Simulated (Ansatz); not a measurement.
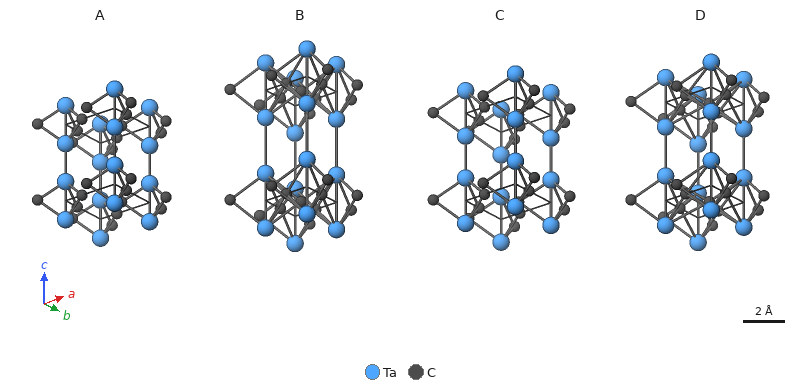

4 geometries from one relaxation of solid Ta2C3 (built on the random type) (coarse preliminary run), in shuffled order. The picture is a ball-and-stick view of the cell of the calculation, seen from a free direction.

Case: random cell with space group P-62m (No. 189).

Theory: DFT PBE, scalar-relativistic, plane waves, PAW in Ansatz. (plane-wave cutoff 420 eV; k-point mesh 6 × 6 × 4; occupations gaussian; smearing width 0.1 eV; no spin polarisation; cell and atoms relaxed; force threshold 0.04 eV/Å; at most 70 steps)

> Order the frames from highest to lowest energy.

A, C, D, B. They are steps 0, 3, 6, 15, at +25.820 eV per cell of the calculation, +7.407 eV per cell of the calculation, +2.329 eV per cell of the calculation relative to the last. The largest moves relative to the cell, 0.59 Å, are those of C atoms. By element the largest moves are C 0.59 Å, Ta 0.02 Å. Cell: a = b 4.188 → 3.536 Å (−15.6 %), c 3.887 → 5.644 Å (+45.2 %). Volume +3.5 %. Near-neighbour distances that change, for instance: Ta–Ta 1.943 → 2.857 Å, Ta–Ta 1.943 → 2.787 Å, C–Ta 2.956 → 2.251 Å, C–C 2.418 → 1.768 Å. New bonds form: C–Ta (2.96 → 2.25 Å). Bond angles that change, for instance: Ta–C–Ta 69.7° → 76.5°, C–Ta–C 90.6° → 85.7°, Ta–Ta–C 124.8° → 128.2°. The space group (tolerance 0.01 Å) goes from P-62m (No. 189) to P6/mmm (No. 191). After 12 accepted moves (15 points after the start) the energy has fallen by 25.820 eV per cell of the calculation. Largest force component: 21 eV/Å at the start, 0.024 eV/Å at the end. Pressure: 201.03 GPa at the start and 0.10 GPa at the end. The SCF was repeated 3 times at an unchanged geometry on a basis and grid sized afresh for the cell, which shifted the energy by 0.583 eV per cell of the calculation at most.
